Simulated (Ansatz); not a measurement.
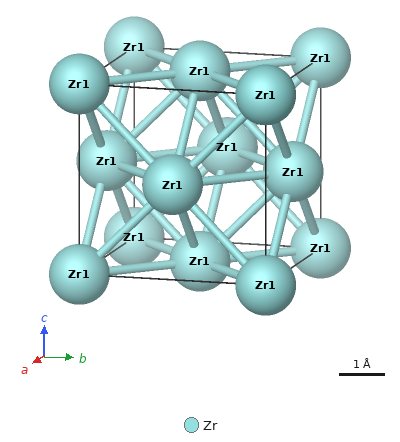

Figure 1. The input geometry of run 1 (ball-and-stick view of the cell 4 times as large as that of the calculation, set on its symmetry axes, seen slightly off an axis; atoms are numbered from 1 in the order of the input). An atom can appear more than once, as a periodic image.

# From Zr to Ti

System: Zr (Fm-3m, 1 atom in the cell).
Method of run 1: DFT PBEsol, scalar-relativistic, plane waves, PAW, no spin polarisation (Ansatz 0.2.0).
System of run 2: Ti (Fm-3m, 1 atom in the cell).

On run 1: The structure was made by swapping elements on the sites of another compound; it need not be a known phase. On run 2: The structure derives from an entry of the Crystallography Open Database. Text and figures count atoms from 1; the logs count them from 0 in places.

## Input, run 1
```yaml
crystal:
  lattice:
    - [0.0, 2.1584285594, 2.1584285594]
    - [2.1584285594, 0.0, 2.1584285594]
    - [2.1584285594, 2.1584285594, 0.0]
  atoms:
    - { symbol: Zr, position: [0.0, 0.0, 0.0] }
basis:
  ecutwfc: 420
kpoints:
  mp_grid: { grid: [8, 8, 8] }
hamiltonian:
  xc: pbesol
scf:
  occupations: { method: gaussian, width: 0.1 }
output:
  forces: true
  stress: true
  eigenvalues: true
relax:
  adjacent_minimum: "off"
  f_tol: 0.05
  max_steps: 60
  cell: { stress_tol: 0.5 }
```

Launched with:
```bash
ansatz run input.yaml --threads 1 --pin off --max-ram 2560MiB --backend cpu --events-out ev --progress --plain --runs-dir out
```

Hardware: 1 thread of AMD EPYC (Zen 3), 192 GiB of memory available, shared host.

## Output, shortened to warnings, some set-up lines, iterations and results (run 1)
```
Basis set: ecut = 420 eV, 411 PW (Γ), exchange–correlation on 48×48×48 points (8 copies of the dense FFT grid, shifted against one another)
Symmetry: 48 space group operations
k-points: 29 of 512
Initial density: superposition of atomic densities (neutral atoms: chi_scale 0, normalization atom), corrected by the library's trained network
[...]
SCF iter   1: F=—  HF=-4128.540009 eV  |F-HF|=—  |Δ(HF+E_count)|=         —  Δρ=3.58e-3  dr2=1.40e-3  ethr=1.77e-3  ⟨swp⟩=5.0  Hψ=1619  notcnv=0
SCF iter   2: F=—  HF=-4128.539516 eV  |F-HF|=—  |Δ(HF+E_count)|=   4.93e-4  Δρ=1.64e-3  dr2=1.74e-4  ethr=1.17e-5  ⟨swp⟩=2.5  Hψ=655  notcnv=0
SCF iter   3: F=—  HF=-4128.539536 eV  |F-HF|=—  |Δ(HF+E_count)|=   1.97e-5  Δρ=3.73e-4  dr2=7.56e-6  ethr=1.45e-6  ⟨swp⟩=1.0  Hψ=286  notcnv=0
SCF iter   4: F=—  HF=-4128.539539 eV  |F-HF|=—  |Δ(HF+E_count)|=   3.13e-6  Δρ=3.84e-5  dr2=8.90e-8  ethr=6.30e-8  ⟨swp⟩=1.8  Hψ=327  notcnv=0
SCF iter   5: F=-4128.539539 eV  HF=-4128.539539 eV  |F-HF|=2.06e-10  |Δ(HF+E_count)|=   8.15e-8  Δρ=2.64e-6  dr2=4.48e-10  ethr=7.41e-10  ⟨swp⟩=2.4  Hψ=459  notcnv=0
[... 20 lines ...]
SCF iter   1: F=—  HF=-4128.610083 eV  |F-HF|=—  |Δ(HF+E_count)|=         —  Δρ=1.10e-4  dr2=2.64e-7  ethr=3.03e-8  ⟨swp⟩=3.4  Hψ=2516  notcnv=0
SCF iter   2: F=—  HF=-4128.610083 eV  |F-HF|=—  |Δ(HF+E_count)|=   3.94e-7  Δρ=5.42e-5  dr2=5.77e-8  ethr=2.20e-9  ⟨swp⟩=1.2  Hψ=299  notcnv=0
SCF iter   3: F=-4128.610083 eV  HF=-4128.610083 eV  |F-HF|=1.46e-10  |Δ(HF+E_count)|=   9.95e-8  Δρ=3.39e-6  dr2=9.14e-10  ethr=8.33e-12  ⟨swp⟩=3.0  Hψ=1204  notcnv=0
SCF 5 converged in 3 iterations: F = -4128.610083 eV  dr2 = 9.14e-10
relax step   5: F+E_penalty+E_count = -4128.61008290 eV  Δ(F+E_penalty+E_count) = -2.740e-4 eV  max|allowed force component| = 0.000e0 eV/Å  Δτ_max = 0.0000 Å  P = +0.043 GPa …
basis re-selected at this cell: Δ(F+E_penalty+E_count) = -2.740e-4 eV, ΔP = +0.005 GPa vs the last step (what re-selecting the basis moved, of the pressure what is left beyond the Pulay correction that the steps carried, after the strain that the cell walked since its last selection, with what the …
SCF converged after 3 iterations
Free energy (F): -4128.610083 eV
Harris-Foulkes:  -4128.610083 eV  (|F-HF|=1.46e-10)
Internal energy: -4128.600339 eV  (E = F + TS)
E sigma→0 (E₀):  -4128.605211 eV
Entropy (-TS):   -0.009744 eV (-9.744 meV/atom)
Fermi energy:    14.559987 eV
--- Per-component energies (eV) ---
  E_band       = -87.157479
  E_kinetic    = 333.880563
  E_local      = -605.194344  (includes V_loc(G=0)·N_el)
  E_nonlocal   = 82.552743
  E_hartree    = 187.054615
  E_xc         = -160.586873
  E_vxc        = -190.528372  (∫ρ·V_xc dr)
  E_paw        = -2900.368633  (= ΣΔE_a)
  E_vpaw       = -81.978042  (= ΣTr[D̂ρ^β])
  E_aug_tail   = 0.000024  (compensation charges beyond the density's cutoff)
  E_ewald      = -1066.104156
  E_core_change = 0.165720  (= ΣΔE_core)
  E_smearing   = -0.009744  (= −TS)
  E_closure    = 0.000000  (closes the sum)
  Σ components = -4128.610083   (vs F -4128.610083, Δ=0.00e0)
--- Forces (eV/Å), atoms counted from 1 ---
  atom   1  Zr    -0.00000000     0.00000000     0.00000000
  max |Σ_I F_I| component: 4.27e-31 eV/Å
--- Stress (GPa, compression-positive) ---
        0.043118       0.000000      -0.000000
        0.000000       0.043118       0.000000
       -0.000000       0.000000       0.043118
  P = ⅓ Tr σ = 0.0431 GPa (0.431 kbar)
--- Relaxed structure (4 steps of the walk, 4 accepted, 1 SCFs on fresh bases) ---
  F+E_penalty+E_count = -4128.61008290 eV   max|allowed force component| = 0.000e0 eV/Å   (the final SCF, on the basis selected at the relaxed cell)
  cell:  # Å, volume = 22.1602 Å³
    - [8.78951675674489e-34, 2.229363774033066, 2.229363774033066]
    - [2.229363774033066, 1.2881737420664162e-33, 2.229363774033066]
    - [2.229363774033066, 2.229363774033066, -2.6591472796673857e-34]
  atoms:
    - { symbol: Zr, position: [0.0, 0.0, 0.0] }
```

For run 2 the input was changed thus:
```diff
-    - [0.0, 2.1584285594, 2.1584285594]
-    - [2.1584285594, 0.0, 2.1584285594]
-    - [2.1584285594, 2.1584285594, 0.0]
+    - [0.0, 2.03, 2.03]
+    - [2.03, 0.0, 2.03]
+    - [2.03, 2.03, 0.0]
-    - { symbol: Zr, position: [0.0, 0.0, 0.0] }
+    - { symbol: Ti, position: [0.0, 0.0, 0.0] }
-  mp_grid: { grid: [8, 8, 8] }
+  mp_grid: { grid: [18, 18, 18] }
+  write_density: true
+  write_potential: true
+  elf: true
+  volumetric_format: npy
-  f_tol: 0.05
-  max_steps: 60
-  cell: { stress_tol: 0.5 }
+  f_tol: 0.005
+  max_steps: 80
+  cell: { stress_tol: 0.05 }
```

How does run 2 compare with run 1?

The total energies belong to different systems, so their difference says nothing on which is more stable or more accurate. The volume per atom goes from 22.16 to 16.68 Å³. The SCF takes 18 iterations over all geometry steps against 20. The irreducible k-points go from 29 to 195. On the same kind of shared host run 2 took about 2.8 times as long.

## Output, shortened to warnings, some set-up lines, iterations and results (run 2)
```
Basis set: ecut = 420 eV, 331 PW (Γ), exchange–correlation on 40×40×40 points (8 copies of the dense FFT grid, shifted against one another)
Symmetry: 48 space group operations
k-points: 195 of 5832
Initial density: superposition of atomic densities (neutral atoms: chi_scale 0, normalization atom), corrected by the library's trained network
[...]
SCF iter   1: F=—  HF=-2473.846321 eV  |F-HF|=—  |Δ(HF+E_count)|=         —  Δρ=6.75e-3  dr2=5.61e-3  ethr=1.77e-3  ⟨swp⟩=4.4  Hψ=10186  notcnv=0
SCF iter   2: F=—  HF=-2473.844507 eV  |F-HF|=—  |Δ(HF+E_count)|=   1.81e-3  Δρ=2.09e-3  dr2=4.39e-4  ethr=4.68e-5  ⟨swp⟩=3.0  Hψ=5375  notcnv=0  defer=10
SCF iter   3: F=—  HF=-2473.844399 eV  |F-HF|=—  |Δ(HF+E_count)|=   1.08e-4  Δρ=9.95e-4  dr2=4.07e-5  ethr=3.66e-6  ⟨swp⟩=2.9  Hψ=3154  notcnv=0  defer=10
SCF iter   4: F=—  HF=-2473.844420 eV  |F-HF|=—  |Δ(HF+E_count)|=   2.10e-5  Δρ=7.71e-5  dr2=3.58e-7  ethr=3.39e-7  ⟨swp⟩=1.0  Hψ=1940  notcnv=0  defer=10
SCF iter   5: F=-2473.844420 eV  HF=-2473.844420 eV  |F-HF|=1.47e-9  |Δ(HF+E_count)|=   8.12e-8  Δρ=5.45e-6  dr2=3.66e-9  ethr=2.98e-9  ⟨swp⟩=2.0  Hψ=2221  notcnv=0  defer=10
[... 16 lines ...]
SCF iter   3: F=—  HF=-2473.844476 eV  |F-HF|=—  |Δ(HF+E_count)|=   1.16e-8  Δρ=3.31e-6  dr2=1.59e-9  ethr=1.78e-11  ⟨swp⟩=2.0  Hψ=3085  notcnv=0
SCF iter   4: F=—  HF=-2473.844476 eV  |F-HF|=—  |Δ(HF+E_count)|=  6.10e-10  Δρ=3.49e-7  dr2=1.96e-11  ethr=1.33e-11  ⟨swp⟩=2.1  Hψ=2837  notcnv=0
SCF iter   5: F=-2473.844476 eV  HF=-2473.844476 eV  |F-HF|=4.55e-13  |Δ(HF+E_count)|=  6.37e-12  Δρ=4.30e-8  dr2=2.99e-13  ethr=1.00e-12  ⟨swp⟩=4.4  Hψ=6328  notcnv=0
SCF 4 converged in 5 iterations: F = -2473.844476 eV  dr2 = 2.99e-13
relax step   4: F+E_penalty+E_count = -2473.84447647 eV  Δ(F+E_penalty+E_count) = +3.487e-6 eV  max|allowed force component| = 0.000e0 eV/Å  Δτ_max = 0.0000 Å  P = -0.001 GPa …
basis re-selected at this cell: Δ(F+E_penalty+E_count) = +3.487e-6 eV, ΔP = +0.001 GPa vs the last step (what re-selecting the basis moved, of the pressure what is left beyond the Pulay correction that the steps carried, after the strain that the cell walked since its last selection, with what the …
SCF converged after 5 iterations
Free energy (F): -2473.844476 eV
Harris-Foulkes:  -2473.844476 eV  (|F-HF|=4.55e-13)
Internal energy: -2473.835992 eV  (E = F + TS)
E sigma→0 (E₀):  -2473.840234 eV
Entropy (-TS):   -0.008484 eV (-8.484 meV/atom)
Fermi energy:    13.786877 eV
--- Per-component energies (eV) ---
  E_band       = -149.165378
  E_kinetic    = 273.283747
  E_local      = -790.999342  (includes V_loc(G=0)·N_el)
  E_nonlocal   = 9.519721
  E_hartree    = 325.808073
  E_xc         = -96.938431
  E_vxc        = -121.824010  (∫ρ·V_xc dr)
  E_paw        = -1022.644129  (= ΣΔE_a)
  E_vpaw       = -170.761768  (= ΣTr[D̂ρ^β])
  E_aug_tail   = 0.000110  (compensation charges beyond the density's cutoff)
  E_ewald      = -1172.005126
  E_core_change = 0.139384  (= ΣΔE_core)
  E_smearing   = -0.008484  (= −TS)
  E_closure    = 0.000000  (closes the sum)
  Σ components = -2473.844476   (vs F -2473.844476, Δ=0.00e0)
--- Forces (eV/Å), atoms counted from 1 ---
  atom   1  Ti    -0.00000000     0.00000000     0.00000000
  max |Σ_I F_I| component: 3.70e-32 eV/Å
--- Stress (GPa, compression-positive) ---
       -0.001125      -0.000000      -0.000000
       -0.000000      -0.001125       0.000000
       -0.000000       0.000000      -0.001125
  P = ⅓ Tr σ = -0.0011 GPa (-0.011 kbar)
--- Relaxed structure (3 steps of the walk, 3 accepted, 1 SCFs on fresh bases) ---
  F+E_penalty+E_count = -2473.84447647 eV   max|allowed force component| = 0.000e0 eV/Å   (the final SCF, on the basis selected at the relaxed cell)
  cell:  # Å, volume = 16.6795 Å³
    - [-1.9107645123358464e-34, 2.0279211513217366, 2.0279211513217366]
    - [2.0279211513217366, -1.2738430082238982e-35, 2.0279211513217366]
    - [2.0279211513217366, 2.0279211513217366, 0.0]
  atoms:
    - { symbol: Ti, position: [0.0, 0.0, 0.0] }
```

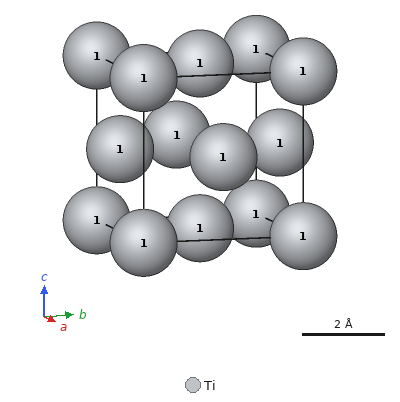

Figure 2. The input structure of run 2 (spheres-only view of the cell 4 times as large as that of the calculation, set on its symmetry axes, seen slightly off an axis; atoms are numbered from 1 in the order of the input). An atom can appear more than once, as a periodic image.

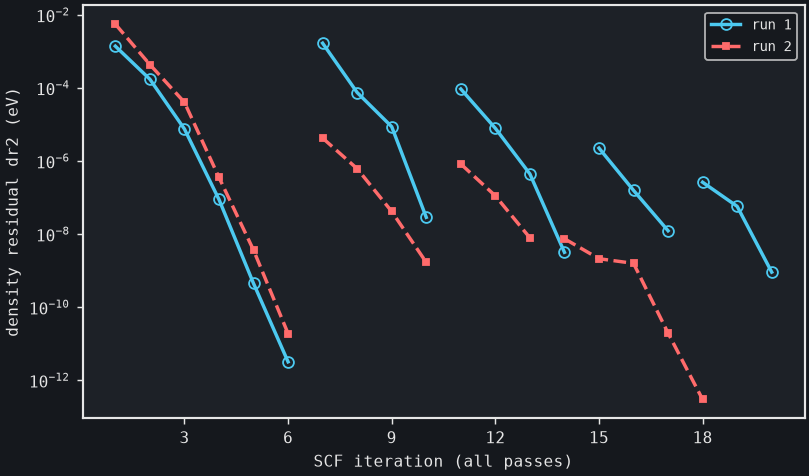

Figure 3. Convergence of the two runs: density residual dr2 against the SCF iteration. A break in a curve parts two SCF passes. Run 1 takes 20 iterations in all, and run 2 takes 18.

## The two runs side by side

| quantity | run 1 | run 2 |
| --- | --- | --- |
| outcome | converged | converged |
| free energy per atom (eV) | −4128.6101 | −2473.8445 |
| energy per atom, smearing taken to zero (eV) | −4128.6052 | −2473.8402 |
| gap on the mesh (eV) | 0.00 | 0.00 |
| pressure (GPa) | 0.04 | 0.00 |
| volume per atom (Å³) | 22.16 | 16.68 |
| largest force (eV/Å) | 0.000 | 0.000 |
| SCF iterations | 20 | 18 |
| irreducible k-points | 29 | 195 |
| wall time (shared host) | 3.6 s | 10 s |
